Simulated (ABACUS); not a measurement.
# A series of single points on PtSe₂

System: PtSe₂ (3 atoms in the cell).
Method: Kohn-Sham DFT of a periodic cell, PBE, spin-orbit coupling, PseudoDojo NC FR 0.4 PBE stringent, no spin polarisation (ABACUS 3.10.1).

The 7 runs differ only in the geometry, by an even scaling of the cell at fixed fractional positions. The structure derives from an entry of the Crystallography Open Database.

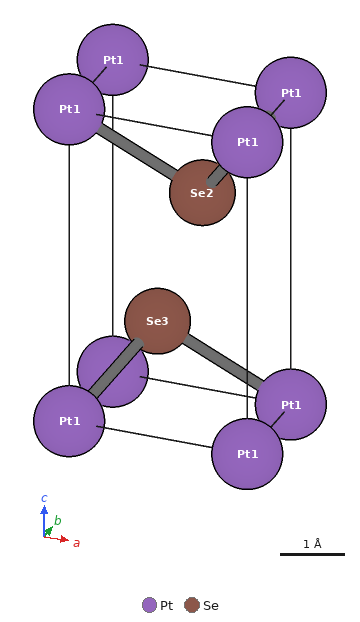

Figure 1. The structure of run 4 (ball-and-stick view of the cell of the calculation, seen slightly off an axis; atoms are numbered from 1 in the order of the input).

### Input file of run 4
```python
"""ABACUS run from a structure file: ASE reads it, the script writes STRU, KPT and INPUT."""
import re
import subprocess
from ase.io import read
from ase.units import Bohr

atoms = read("POSCAR")
atoms = atoms[(-atoms.numbers).argsort(kind="stable")]  # ABACUS lists atoms element by element
pseudo = {'Pt': 'Pt.upf', 'Se': 'Se.upf'}
orbital = {'Pt': 'Pt_confined-atom_7au_3s2p2d1f.orb', 'Se': 'Se_confined-atom_7au_3s3p2d.orb'}
magmoms = None
kmesh = [5, 5, 3]
params = {
    'suffix': 'PtSe2',
    'calculation': 'scf',
    'basis_type': 'lcao',
    'pseudo_dir': './',
    'orbital_dir': './',
    'symmetry': 0,
    'dft_functional': 'pbe',
    'ecutwfc': 105,
    'pseudo_rcut': 10,
    'nspin': 4,
    'nbands': 80,
    'ks_solver': 'genelpa',
    'smearing_method': 'fd',
    'smearing_sigma': 0.00367493,
    'scf_thr': 1e-07,
    'scf_nmax': 100,
    'mixing_type': 'broyden',
    'mixing_beta': 0.4,
    'cal_force': 1,
    'cal_stress': 1,
    'noncolin': 0,
    'lspinorb': 1,
    'out_mul': 1,
}

symbols = atoms.get_chemical_symbols()
elements = list(dict.fromkeys(symbols))
lines = ["ATOMIC_SPECIES"] + [f"{e} {atoms.get_masses()[symbols.index(e)]:.4f} {pseudo[e]}" for e in elements]
if orbital:
    lines += ["", "NUMERICAL_ORBITAL"] + [orbital[e] for e in elements]
lines += ["", "LATTICE_CONSTANT", f"{1 / Bohr:.10f}", "", "LATTICE_VECTORS"]
lines += [" ".join(f"{x:.10f}" for x in v) for v in atoms.cell]
lines += ["", "ATOMIC_POSITIONS", "Direct"]
for e in elements:
    lines += ["", e, "0.0", str(symbols.count(e))]
    for i, p in enumerate(atoms.get_scaled_positions(wrap=False)):
        if symbols[i] == e:
            mag = "" if magmoms is None else " mag " + " ".join(str(x) for x in (magmoms[i] if isinstance(magmoms[i], list) else [magmoms[i]]))
            lines.append(" ".join(f"{x:.10f}" for x in p) + " 1 1 1" + mag)
open("STRU", "w").write("\n".join(lines) + "\n")
open("KPT", "w").write("K_POINTS\n0\nGamma\n%d %d %d 0 0 0\n" % tuple(kmesh))
open("INPUT", "w").write("INPUT_PARAMETERS\n" + "".join(f"{k:<20s}{v}\n" for k, v in params.items()))

done = subprocess.run(['mpirun', '-np', '4', 'abacus'])
if done.returncode:
    raise SystemExit(done.returncode)
log = open("OUT.PtSe2/running_scf.log").read()
print("final energy (eV):", re.findall(r"FINAL_ETOT_IS (\S+)", log))
```

### File POSCAR of run 4
```
PtSe2
1.0
    3.7240000000      0.0000000000      0.0000000000
   -1.8620000000      3.2250786037      0.0000000000
    0.0000000000      0.0000000000      5.0620000000
Pt Se
1 2
Direct
    0.0000000000      0.0000000000      0.0000000000
    0.6666666667      0.3333333333      0.7500000000
    0.3333333333      0.6666666667      0.2500000000
```

### File INPUT of run 4
```
INPUT_PARAMETERS
suffix              PtSe2
calculation         scf
basis_type          lcao
pseudo_dir          ./
orbital_dir         ./
symmetry            0
dft_functional      pbe
ecutwfc             105
pseudo_rcut         10
nspin               4
nbands              80
ks_solver           genelpa
smearing_method     fd
smearing_sigma      0.00367493
scf_thr             1e-07
scf_nmax            100
mixing_type         broyden
mixing_beta         0.4
cal_force           1
cal_stress          1
noncolin            0
lspinorb            1
out_mul             1
```

### File STRU of run 4
```
ATOMIC_SPECIES
Pt 195.0840 Pt.upf
Se 78.9710 Se.upf

NUMERICAL_ORBITAL
Pt_confined-atom_7au_3s2p2d1f.orb
Se_confined-atom_7au_3s3p2d.orb

LATTICE_CONSTANT
1.8897261258

LATTICE_VECTORS
3.7240000000 0.0000000000 0.0000000000
-1.8620000000 3.2250786037 0.0000000000
0.0000000000 0.0000000000 5.0620000000

ATOMIC_POSITIONS
Direct

Pt
0.0
1
0.0000000000 0.0000000000 0.0000000000 1 1 1

Se
0.0
2
0.6666666667 0.3333333333 0.7500000000 1 1 1
0.3333333333 0.6666666667 0.2500000000 1 1 1
```

### File KPT of run 4
```
K_POINTS
0
Gamma
5 5 3 0 0 0
```

Command:
```bash
OMP_NUM_THREADS=1 python run_abacus.py > log
```

Run 5 differs from it as follows:
```diff
-    3.7240000000      0.0000000000      0.0000000000
-   -1.8620000000      3.2250786037      0.0000000000
-    0.0000000000      0.0000000000      5.0620000000
+    3.7486629704      0.0000000000      0.0000000000
+   -1.8743314852      3.2464373626      0.0000000000
+    0.0000000000      0.0000000000      5.0955241558
-3.7240000000 0.0000000000 0.0000000000
--1.8620000000 3.2250786037 0.0000000000
-0.0000000000 0.0000000000 5.0620000000
+3.7486629704 0.0000000000 0.0000000000
+-1.8743314852 3.2464373626 0.0000000000
+0.0000000000 0.0000000000 5.0955241558
```

### Results, with one run withheld

```tsv
run	volume per atom (Å³)	free energy per atom, from the lowest run given (meV)	pressure (GPa)
1	19.049	133.89	19.29
2	19.455	90.66	15.26
3	19.860	56.97	11.66
4	20.265	31.96	8.44
5	20.671	?	?
6	21.076	4.17	3.01
7	21.481	0.00	0.72
```

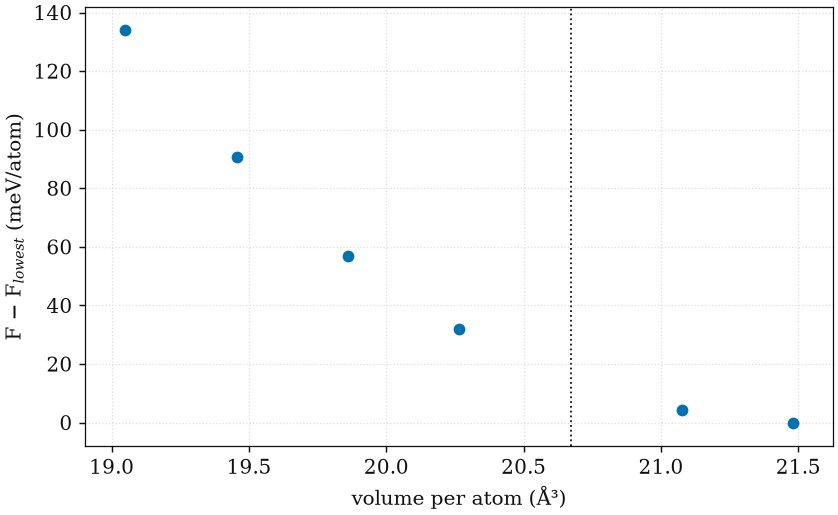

Figure 2. Free energy per atom of the runs given; the dotted line marks run 5.

Estimate the energy of run 5 from the others.

A cubic polynomial in V^(−2/3) (the Birch–Murnaghan form), fitted to the 6 runs given, misses them by at most 0.04 meV per atom. With x = V^(−2/3) − 0.13497 Å⁻², it reads F = 37.268 + 12702 x + 1.0914e+06 x² + 2.2214e+06 x³ (meV per atom). At run 5 it gives 14.56 meV per atom, and the run itself gives 14.37. The slope of the fit gives a pressure −dF/dV of 5.44 GPa there, and the run prints 5.58 GPa. The two needn't agree exactly: the fit is approximate, and the printed stress is taken on a finite basis. The fit has no minimum inside this range.

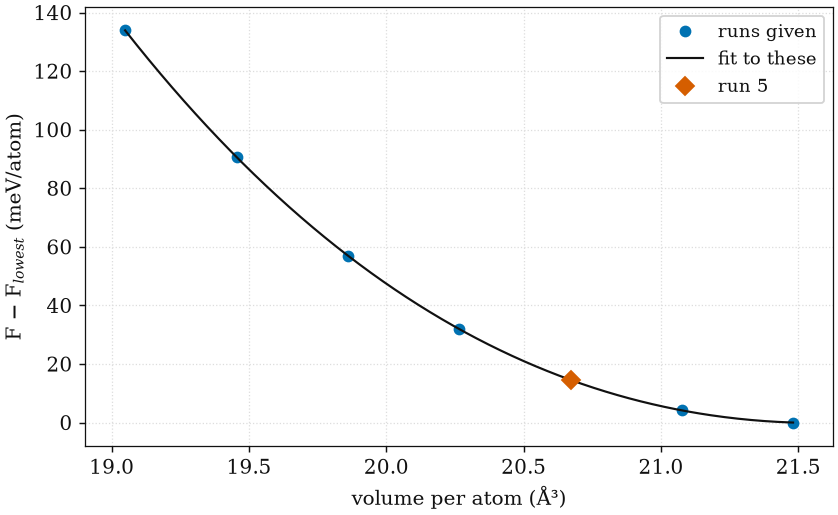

Figure 3. The fit and the withheld run.

### Some lines of the output (run 5)
```
[...]
 E_Fermi        1.0480724941         14.2597578368
 E_Fermi        1.0425838628         14.1850811769
 E_Fermi        1.0429138981         14.1895715377
 E_Fermi        1.0435337426         14.1980049540
 E_Fermi        1.0435847046         14.1986983280
 E_Fermi        1.0436093603         14.1990337862
 E_Fermi        1.0436066195         14.1989964957
 E_Fermi        1.0436085495         14.1990227548
 E_KS(sigma->0) -1614.3031268443     -21963.7208242999
 E_Fermi        1.0436084175         14.1990209583
 final etot is -21963.722964 eV
 EFERMI = 14.199020958 eV
 TOTAL-PRESSURE: 55.796636 KBAR
 !FINAL_ETOT_IS -21963.7229641670455749 eV
```

Notes: Points of doubt noted for this run: home made orbitals.
